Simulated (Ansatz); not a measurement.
Consider Zn17GaO18 (cell charge +1, with a compensating background) (cell with a defect).

Input file:

```
crystal:
  lattice:
    - [-1.0e-10, -5.680065669, -5.2931776513]
    - [-4.9190811645, 2.8400328345, -5.2931776513]
    - [4.9190811645, 2.8400328344, -5.2931776513]
  atoms:
    - { symbol: Ga, position: [0.3889086148, 0.0555752815, 0.0555752815] }
    - { symbol: Zn, position: [0.0523303565, 0.3894983391, 0.0560312199] }
    - { symbol: Zn, position: [0.3893645532, 0.7189970231, 0.3894983391] }
    - { symbol: Zn, position: [0.3893645532, 0.3894983391, 0.7189970231] }
    - { symbol: Zn, position: [0.0523303565, 0.0560312199, 0.3894983391] }
    - { symbol: Zn, position: [0.7228316724, 0.7189970231, 0.0560312199] }
    - { symbol: Zn, position: [0.7223181404, 0.388984807, 0.388984807] }
    - { symbol: Zn, position: [0.054020532, 0.7206871986, 0.7206871986] }
    - { symbol: Zn, position: [0.7228316724, 0.0560312199, 0.7189970231] }
    - { symbol: Zn, position: [0.4458079082, 0.4452772158, 0.1124745748] }
    - { symbol: Zn, position: [0.1098306439, 0.7764973106, 0.1131792637] }
    - { symbol: Zn, position: [0.4458079082, 0.1124745748, 0.4452772158] }
    - { symbol: Zn, position: [0.4465125971, 0.7764973106, 0.7764973106] }
    - { symbol: Zn, position: [0.1101383491, 0.4440809236, 0.4440809236] }
    - { symbol: Zn, position: [0.7786105492, 0.1124745748, 0.1124745748] }
    - { symbol: Zn, position: [0.7774142569, 0.7768050158, 0.4440809236] }
    - { symbol: Zn, position: [0.1098306439, 0.1131792637, 0.7764973106] }
    - { symbol: Zn, position: [0.7774142569, 0.4440809236, 0.7768050158] }
    - { symbol: O, position: [0.2689805354, 0.9356472021, 0.9356472021] }
    - { symbol: O, position: [0.9286312766, 0.2619033732, 0.9292051227] }
    - { symbol: O, position: [0.262538456, 0.5952979432, 0.2619033732] }
    - { symbol: O, position: [0.262538456, 0.2619033732, 0.5952979432] }
    - { symbol: O, position: [0.9286312766, 0.9292051227, 0.2619033732] }
    - { symbol: O, position: [0.5952367065, 0.5952979432, 0.9292051227] }
    - { symbol: O, position: [0.5955065603, 0.2621732269, 0.2621732269] }
    - { symbol: O, position: [0.9285288507, 0.5951955174, 0.5951955174] }
    - { symbol: O, position: [0.5952367065, 0.9292051227, 0.5952979432] }
    - { symbol: O, position: [0.3212217215, 0.3052695921, 0.9878883882] }
    - { symbol: O, position: [0.9857289255, 0.6523955922, 0.9844217708] }
    - { symbol: O, position: [0.3212217215, 0.9878883882, 0.3052695921] }
    - { symbol: O, position: [0.3177551042, 0.6523955922, 0.6523955922] }
    - { symbol: O, position: [0.9848373593, 0.3174401306, 0.3174401306] }
    - { symbol: O, position: [0.6386029254, 0.9878883882, 0.9878883882] }
    - { symbol: O, position: [0.6507734639, 0.6515040259, 0.3174401306] }
    - { symbol: O, position: [0.9857289255, 0.9844217708, 0.6523955922] }
    - { symbol: O, position: [0.6507734639, 0.3174401306, 0.6515040259] }
  host:
    lattice:
      - [3.279387443, 0.0, 0.0]
      - [-1.6396937215, 2.8400328345, 0.0]
      - [0.0, 0.0, 5.2931776513]
    atoms:
      - { symbol: Zn, position: [0.6666666667, 0.3333333333, 0.5006021986] }
      - { symbol: Zn, position: [0.3333333333, 0.6666666667, 0.0006021986] }
      - { symbol: O, position: [0.6666666667, 0.3333333333, 0.8797078014] }
      - { symbol: O, position: [0.3333333333, 0.6666666667, 0.3797078014] }
total_charge: 1
basis:
  ecutwfc: 420
  xc_grid: 2
kpoints:
  mp_grid: { grid: [2, 2, 2], shift: [0.5, 0.5, 0.5] }
hamiltonian:
  xc: pbe
scf:
  occupations: { method: gaussian, width: 0.02 }
output:
  forces: true
  stress: false
  eigenvalues: true
  charged_corrections:
    defect_position: [0.38868816, 0.05535482, 0.05535482]
    epsilon: [[10.5641, 0.0, 0.0], [0.0, 10.5641, 0.0], [0.0, 0.0, 11.6128]]
  write_density: true
  write_potential: true
  elf: true
  volumetric_format: npy
relax:
  adjacent_minimum: "off"
  f_tol: 0.03
  max_steps: 40
```

Command:

```sh
ansatz run input.yaml --threads 8 --pin off --max-ram 16384MiB --backend cpu --events-out ev --progress --plain --runs-dir out
```

The fields are those of the run's last geometry, not of the input's.

These are results of DFT PBE, scalar-relativistic, plane waves, PAW (Ansatz), not measurements.

> What will maps of the valence pseudo-density and electron localisation function show?

Ga–O (1.90 Å): ρ is about 0.74 e/Å³ halfway; the ELF peaks at about 0.80 in the valence shell of O, 0.6 Å from its nucleus, and is about 0.35 at the midpoint.
Zn–O (2.00 Å): ρ is about 0.56 e/Å³ halfway; the ELF peaks at about 0.85 in the valence shell of O, 0.6 Å from its nucleus, and is about 0.25 at the midpoint; no localised pair shows between them.
Zn–O (2.05 Å): ρ is about 0.5 e/Å³ halfway; the ELF peaks at about 0.85 in the valence shell of O, 0.6 Å from its nucleus, and is about 0.20 at the midpoint (no shared electron pair shows on this line).

> Metal or insulator at this level of theory?

It is gapped, with a Kohn–Sham gap of 2.0 eV on the k-point mesh (the band edges may lie off the mesh, which would make the gap smaller).

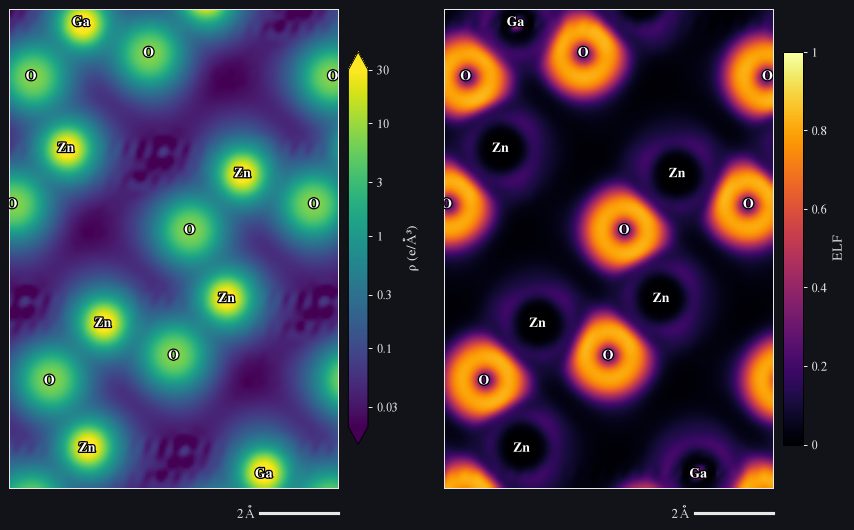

Computed valence pseudo-density and electron localisation function on the (101̄) plane of the calculation cell, in this order. 

Core electrons are frozen (PAW), and the valence fields are smoothed inside the atomic spheres.
